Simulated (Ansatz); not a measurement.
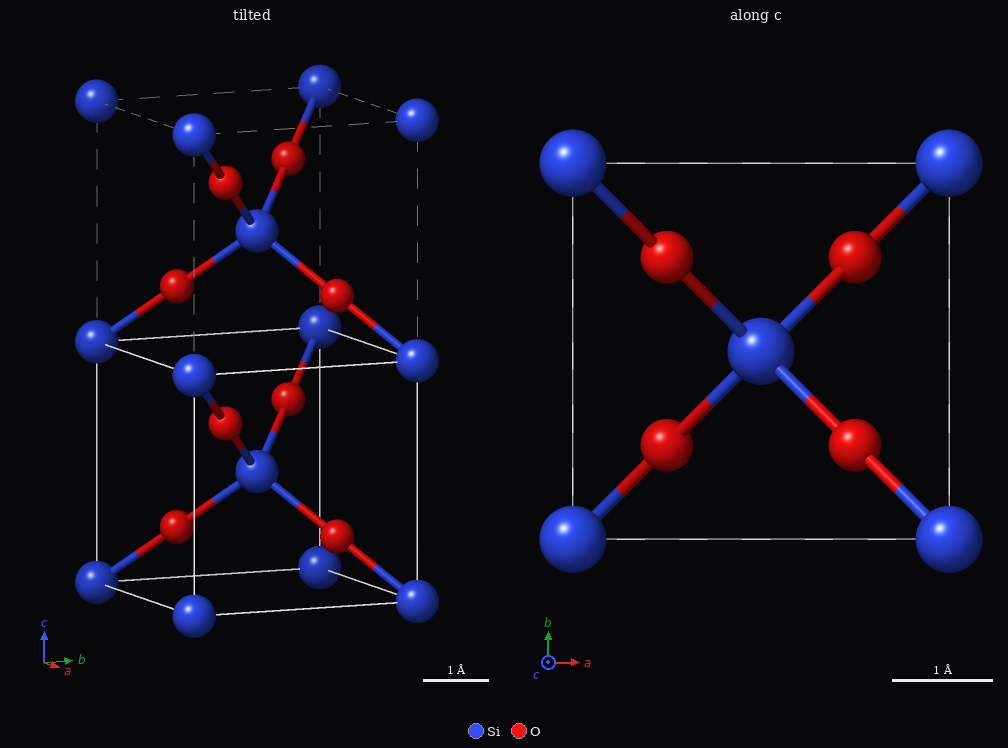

Figure: ball-and-stick view slightly off an axis and along the c axis. Solid lines give the conventional unit cell, repeated here 1×1×2 times.

SiO2, space group Pn-3m (No. 224), a = 3.77 Å, b = 3.77 Å, c = 3.77 Å, α = 90.00°, β = 90.00°, γ = 90.00°.

Results below were computed with DFT r2SCAN, scalar-relativistic, plane waves, PAW in Ansatz; the settings were plane waves up to 500 eV, k-point mesh 6×6×6, Gaussian smearing of 0.02 eV, no spin polarisation.

Question: What is the electronic character?

Answer: An insulator at this level, with a gap of 5.74 eV on the k-mesh (the true edges may lie between mesh points, so the gap can be somewhat smaller).

The structure comes from a structure type filled with these elements by a generator (whether the compound takes this form wasn't checked). Relaxation method: DFT r2SCAN, scalar-relativistic, plane waves, PAW in Ansatz.
